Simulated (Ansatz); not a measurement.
ZnSe

Input file:

```
crystal:
  lattice:
    - [3.7796699664, 0.0, 0.0]
    - [-1.8898349832, 3.2732902088, 0.0]
    - [0.0, 0.0, 6.131899886]
  atoms:
    - { symbol: Zn, position: [0.0, 0.0, 0.0] }
    - { symbol: Zn, position: [0.0, 0.0, 0.5] }
    - { symbol: Se, position: [0.3333333333, 0.6666666667, 0.25] }
    - { symbol: Se, position: [0.6666666667, 0.3333333333, 0.75] }
kpoints:
  mp_grid: { grid: [12, 12, 4] }
  band_path:
    path:
      - [0.0, 0.0, 0.0]
      - [0.5, 0.0, 0.0]
      - [0.3333333333, 0.3333333333, 0.0]
      - [0.0, 0.0, 0.5]
      - [0.5, 0.0, 0.5]
      - [0.3333333333, 0.3333333333, 0.5]
      - [0.2, 0.0, 0.0]
    npoints: 1
hamiltonian:
  xc: lda
scf:
  occupations: { method: fermi_dirac, width: 0.02 }
  n_extra_bands: 5
output:
  forces: true
  stress: true
  eigenvalues: true
  write_density: true
  write_potential: true
  elf: true
  volumetric_format: npy
```

Run with:

```sh
ansatz run input.yaml --threads 2 --pin off --max-ram 2211MiB --backend cpu --events-out ev --progress --plain --runs-dir out
```

Below, planes, directions and counts refer to the conventional cell (a = 3.78 Å, b = 3.78 Å, c = 6.13 Å, α = 90.00°, β = 90.00°, γ = 120.00°).

Space group P6₃/mmc; started from the NiAs prototype, which need not be the ambient phase; computed pressure about −5 GPa in this cell.

Method: DFT, LDA, plane waves, PAW in Ansatz 0.2.0.

Core electrons are frozen (PAW), and the valence fields are smoothed inside the atomic spheres.

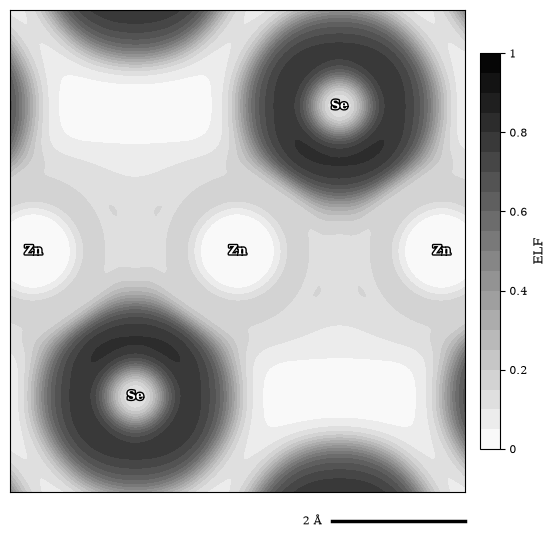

Figure 1. Electron localisation function on the (110) plane of the conventional cell.

Q: Describe what can be read from this map.

A: The plane passes through Zn and Se nuclei.
Zn–Se (2.67 Å): the ELF is about 0.50 at the midpoint and 0.20 at its lowest between the atoms.

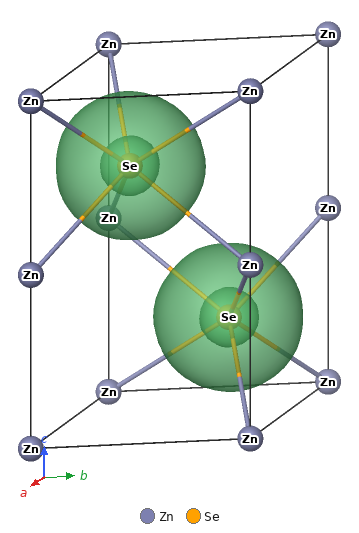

Figure 2. Isosurface of the electron localisation function at 0.6 (green), seen slightly off an axis. Core shells and regions of very low density are left out. Sticks mark near contacts.

Q: Describe the localisation domains.

A: At this value the surface marks out two regions wrapped around Se (the valence shell of each), counted in one cell of 4 atoms. Any copies at cell faces, edges or corners count once.
